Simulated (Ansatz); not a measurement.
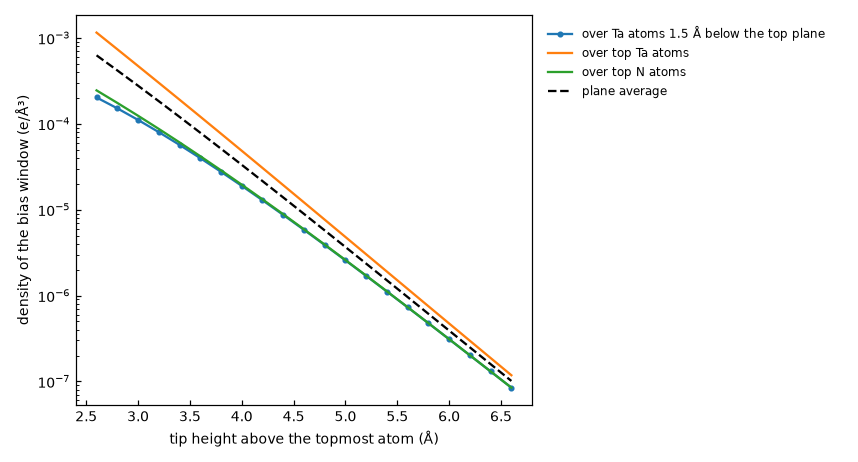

Approach curves over TaN(110) (Fm-3m bulk, 8 atomic planes (those closer than 0.6 Å count as one), 11 Å, TaN-terminated) at a sample bias of −0.25 V.

Images follow the Tersoff–Hamann model: the current is the local density of the sample's states between the Fermi level and the bias, at the tip's centre. Bias windows are sharp sums over the levels of the k mesh.

Theory: DFT PBE, scalar-relativistic, plane waves, PAW (Ansatz 0.2.0). Cutoff 420 eV, 16 × 12 k-points, Gaussian smearing 0.05 eV, dipole correction. The slab is a cut without reconstruction beyond its cell, at the source's lattice constants, with its lower half held fixed and the rest relaxed. No spin polarisation. Spin–orbit coupling is left out; with Ta it can shift levels and gaps. The run warns that the functional's potential is rough in the thin density of the vacuum, where the tip is; weak contrasts and barriers may feel it. On this mesh the free atoms still feel up to 0.20 eV/Å.

Estimate the decay constant and the apparent barrier, and compare with the vacuum level, which the run puts 4.29 eV above zero bias.

Near 4 Å the plane average falls as exp(−2.17 z/Å), a factor of 8.8 per ångström, which gives an apparent barrier of 4.5 eV (0.952 eV Å² times the slope squared). The apparent barrier is close to 4.29 eV.
